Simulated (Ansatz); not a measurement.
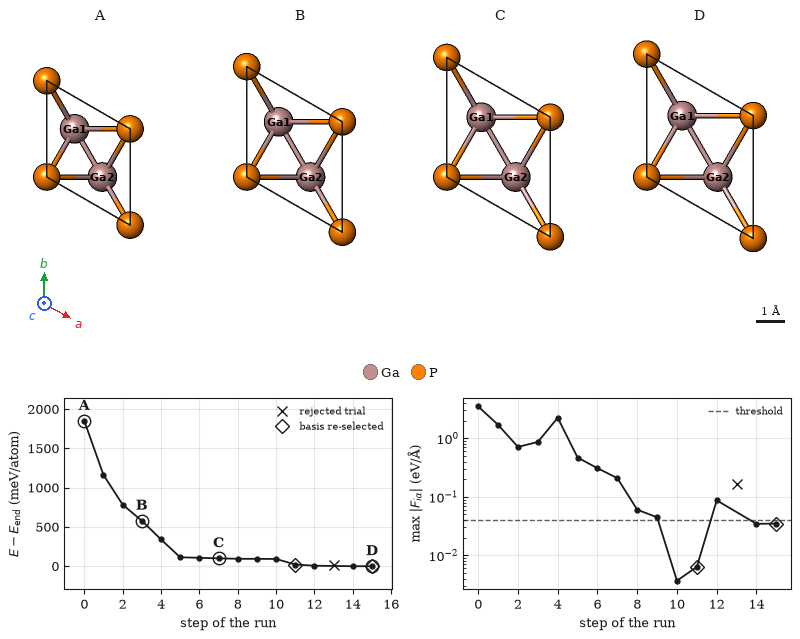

Frames of a relaxation of a crystal of GaP (a generated structure, set up in P6/mmm) (coarse preliminary run), marked on the history of the run. A ball-and-stick model of the cell of the calculation, seen along the c axis.

Computed with DFT PBE, scalar-relativistic, plane waves, PAW in Ansatz. Set-up: plane-wave cutoff 420 eV; k-point mesh 6 × 6 × 4; occupations gaussian; smearing width 0.1 eV; no spin polarisation; cell and atoms relaxed; force threshold 0.04 eV/Å; at most 70 steps.

### Describe the path.

The largest moves relative to the cell, 0.029 Å, are those of P atoms. Ga stays in place. The volume changes by +27.0 %, with a = b 3.489 → 4.455 Å (+27.7 %), c 7.403 → 5.766 Å (−22.1 %). Among the contacts that change: P–P 2.847 → 2.275 Å, Ga–Ga 2.014 → 2.572 Å, Ga–P 2.467 → 2.812 Å. Bond angles that change, for instance: Ga–P–Ga 109.5° → 132.3°, Ga–P–Ga 90.0° → 104.7°. The space group stays P6/mmm (No. 191). The energy falls by 1849 meV per atom in 12 accepted moves (15 points after the start). The largest force component goes from 3.5 to 0.035 eV/Å. The pressure goes from 51.32 to −0.08 GPa. The line search rejected the trial step at point 13 of the run. At 2 points the geometry stayed and the basis and grid were re-selected for the new cell (energy shift of 70.7 meV per atom at most each time). From step 0 to 3: P atoms move most (0.08 Å), volume +30.4 %, energy −1271 meV per atom. From step 3 to 7: P atoms move most (0.16 Å), volume +0.8 %, energy −479 meV per atom. From step 7 to 15: P atoms move most (0.11 Å), volume −3.3 %, energy −100 meV per atom.

```json
{"step": "0", "E − E(0), meV/atom": "0.00", "largest force component, eV/Å": "3.5083", "pressure, GPa": "51.32", "volume, Å³/atom": "19.510", "note": ""}
{"step": "1", "E − E(0), meV/atom": "-687.24", "largest force component, eV/Å": "1.7021", "pressure, GPa": "28.11", "volume, Å³/atom": "21.575", "note": ""}
{"step": "2", "E − E(0), meV/atom": "-1065.10", "largest force component, eV/Å": "0.7142", "pressure, GPa": "13.75", "volume, Å³/atom": "23.686", "note": ""}
{"step": "3", "E − E(0), meV/atom": "-1270.54", "largest force component, eV/Å": "0.8676", "pressure, GPa": "5.64", "volume, Å³/atom": "25.438", "note": ""}
{"step": "4", "E − E(0), meV/atom": "-1508.27", "largest force component, eV/Å": "2.2484", "pressure, GPa": "1.24", "volume, Å³/atom": "26.863", "note": ""}
{"step": "5", "E − E(0), meV/atom": "-1735.92", "largest force component, eV/Å": "0.4703", "pressure, GPa": "-1.72", "volume, Å³/atom": "28.050", "note": ""}
{"step": "6", "E − E(0), meV/atom": "-1741.95", "largest force component, eV/Å": "0.3091", "pressure, GPa": "-1.09", "volume, Å³/atom": "27.169", "note": ""}
{"step": "7", "E − E(0), meV/atom": "-1749.21", "largest force component, eV/Å": "0.2091", "pressure, GPa": "-0.09", "volume, Å³/atom": "25.632", "note": ""}
{"step": "8", "E − E(0), meV/atom": "-1754.55", "largest force component, eV/Å": "0.0603", "pressure, GPa": "0.59", "volume, Å³/atom": "24.002", "note": ""}
{"step": "9", "E − E(0), meV/atom": "-1755.64", "largest force component, eV/Å": "0.0448", "pressure, GPa": "0.43", "volume, Å³/atom": "23.715", "note": ""}
{"step": "10", "E − E(0), meV/atom": "-1756.84", "largest force component, eV/Å": "0.0037", "pressure, GPa": "0.17", "volume, Å³/atom": "23.241", "note": ""}
{"step": "11", "E − E(0), meV/atom": "-1827.54", "largest force component, eV/Å": "0.0064", "pressure, GPa": "3.85", "volume, Å³/atom": "23.241", "note": "same geometry, new basis"}
{"step": "12", "E − E(0), meV/atom": "-1842.73", "largest force component, eV/Å": "0.0871", "pressure, GPa": "2.11", "volume, Å³/atom": "23.694", "note": ""}
{"step": "13", "E − E(0), meV/atom": "-1835.16", "largest force component, eV/Å": "0.1681", "pressure, GPa": "-2.17", "volume, Å³/atom": "25.810", "note": "rejected"}
{"step": "14", "E − E(0), meV/atom": "-1849.01", "largest force component, eV/Å": "0.0347", "pressure, GPa": "-0.06", "volume, Å³/atom": "24.776", "note": ""}
{"step": "15", "E − E(0), meV/atom": "-1849.37", "largest force component, eV/Å": "0.0349", "pressure, GPa": "-0.08", "volume, Å³/atom": "24.776", "note": "same geometry, new basis"}
```
